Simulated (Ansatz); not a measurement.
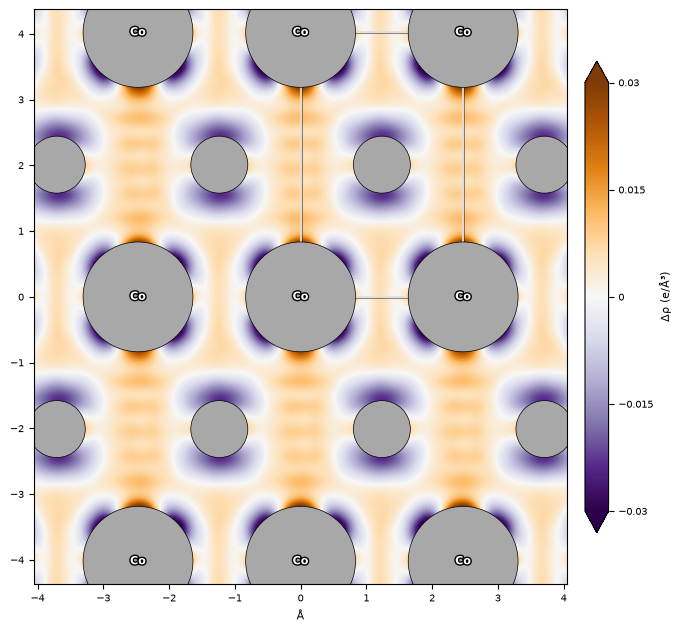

Co. Difference of the valence pseudo-densities of two functionals at the same geometry, on the (010) plane of the calculation cell: one of HSESOL and r2SCAN0 less the other.

Both computed with Ansatz (plane waves, PAW), on the same k-point mesh. Grey discs cover the atomic cores.

```
Co
1.0
     2.47200    0.00000    0.00000
    -1.23600    2.14081    0.00000
     0.00000    0.00000    4.02114
Co
2
Direct
  0.66667 0.33333 0.75000
  0.33333 0.66667 0.25000
```

> Which was subtracted from which, and what does the map show?

It is r2SCAN0 less HSESOL. Against HSESOL, r2SCAN0 gives less density around Co (−0.005 e/Å³ on average at 1.0 Å from the nucleus) and a change of +0.006 e/Å³ at the midpoint of Co–Co.
